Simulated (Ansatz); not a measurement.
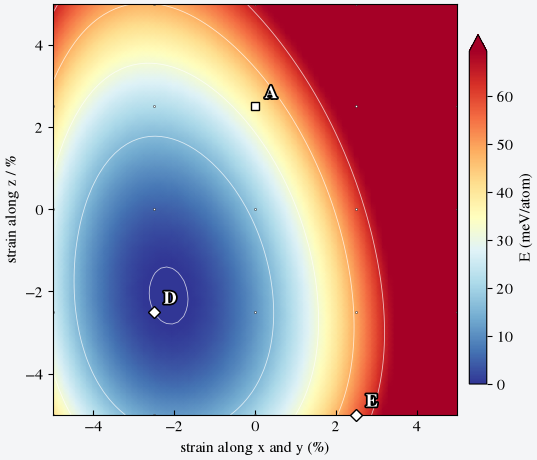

SnSe (Fm-3m, No. 225; 2 atoms in the cell). The cell is strained homogeneously, by one strain along x and y and another along z, with fractional coordinates fixed (x, y and z along the cube axes). First axis: strain along x and y. Second axis: strain along z. The scan uses a 5 × 5 grid. Points are written as (first, second). Energies are in meV/atom, from the lowest grid point. The reference cell is the one listed in the database, not relaxed at this level. All numbers below come from DFT LDA, scalar-relativistic, plane waves, PAW (Ansatz). Settings: cutoff 420 eV, k-mesh 8×8×8, gaussian smearing 0.05 eV, no spin polarisation.

In the figure: a smooth colour map with a few white contour lines, dots at the grid points, one colour for all values above the top of the scale, lettered points. Between grid points the surface is interpolated.

**Rank the lettered points by energy, lowest first.**

D (0 meV/atom), A (38 meV/atom), E (56 meV/atom).

**What kind of point is each of A, D: minimum, saddle, maximum or slope?**

A: on a slope; D: minimum. (In these two coordinates alone; a stationary point may lie a little off the grid point.)
